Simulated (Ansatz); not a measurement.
Consider ZnS.

Input file:

```
crystal:
  lattice:
    - [0.1405945702, 2.7767427621, 2.7767427621]
    - [2.7767427621, 0.1405945702, 2.7767427621]
    - [2.7767427621, 2.7767427621, 0.1405945702]
  atoms:
    - { symbol: Zn, position: [0.0, 0.0, 0.0] }
    - { symbol: S, position: [0.75, 0.75, 0.75] }
basis:
  ecutwfc: 500
kpoints:
  mp_grid: { grid: [8, 8, 8] }
hamiltonian:
  xc: r2scan
scf:
  occupations: { method: gaussian, width: 0.05 }
output:
  forces: true
  stress: true
  eigenvalues: true
  write_density: true
  write_potential: true
  elf: true
  volumetric_format: npy
```

Command:

```sh
ansatz run input.yaml --threads 1 --pin off --max-ram 2560MiB --backend cpu --events-out ev --progress --plain --runs-dir out
```

Below, planes, directions and counts refer to the conventional cell (a = 3.73 Å, b = 3.73 Å, c = 9.86 Å, α = 90.00°, β = 90.00°, γ = 120.00°).

Space group R3m; not relaxed (largest force 0.3 eV/Å).

Method: DFT r2SCAN, scalar-relativistic, plane waves, PAW (Ansatz).

Predict the valence pseudo-density and electron localisation function between the atoms.

Answer. Zn–S (2.47 Å): ρ at the midpoint is about 0.41 e/Å³; the ELF peaks at about 0.90 in the valence shell of S, 0.8 Å from its nucleus, and is about 0.55 at the midpoint.

Does the calculation make it a metal, or give it a gap?

Answer. It is gapped, with a Kohn–Sham gap of 2.4 eV on the k-point mesh (the band edges may lie off the mesh, which would make the gap smaller).

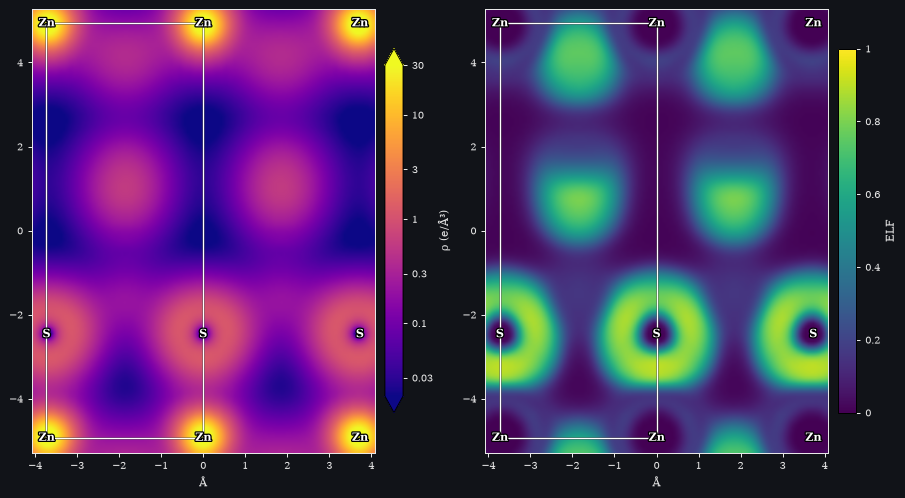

Computed valence pseudo-density and electron localisation function on the (010) plane of the conventional cell, in this order. 

The density is the valence pseudo-density of a PAW calculation; it isn't the true density close to the nuclei.
